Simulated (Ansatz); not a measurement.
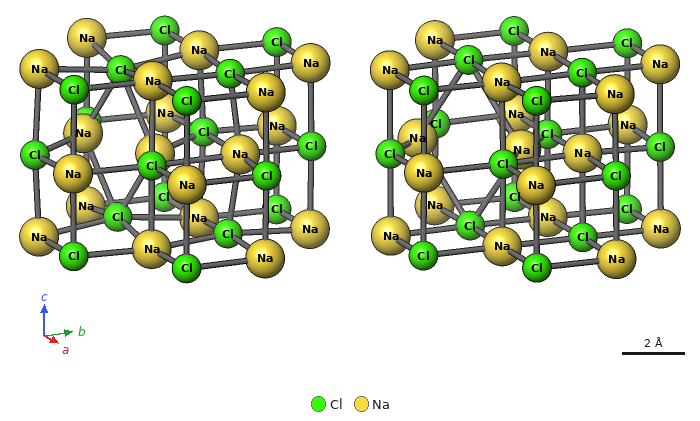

Two geometries of a defect cell of composition Cl$_{32}$Na$_{33}$ (cell charge +1), drawn at one scale. One is the start of a relaxation, the other its converged end. The picture is a ball-and-stick view of the atoms within 5.8 Å of the atom that moves most (axes of the cell of the calculation (origin shifted)), seen slightly off an axis.

Computed with DFT, PBEsol, PAW, plane waves in Ansatz. Set-up: plane-wave cutoff 420 eV; k-point mesh 1 × 1 × 1; mesh shifted by (0.25, 0.25, 0.25); no spin polarisation; atoms relaxed in a fixed cell; force threshold 0.03 eV/Å; at most 80 steps.

Which geometry has the lower energy?

Answer. The left one is the relaxed one. A Na atom moves most: 0.62 Å along [−2 −2 −1]. Largest moves by element: Na 0.62 Å, Cl 0.34 Å. The cell stays as it was. Among the contacts that change: Na–Na 3.670 → 2.569 Å, Na–Na 2.133 → 3.005 Å, Cl–Na 3.355 → 2.630 Å, Cl–Na 3.291 → 2.628 Å. Among the angles between lasting bonds that change: Cl–Na–Cl 171.8° → 139.8°, Cl–Na–Cl 171.2° → 140.4°, Na–Cl–Na 133.0° → 111.5°. After 5 geometry steps the energy has fallen by 5.844 eV per cell of the calculation. Largest force component: 4.8 eV/Å at the start, 0.025 eV/Å at the end. Cost: 6.9 s on 1 × NVIDIA GB300 Max-Q with 8 threads of Arm Neoverse-V2, peak memory 1.9 GiB.

Limits of the set-up: the cell is charged, on a uniform background, and energies carry no finite-size correction.
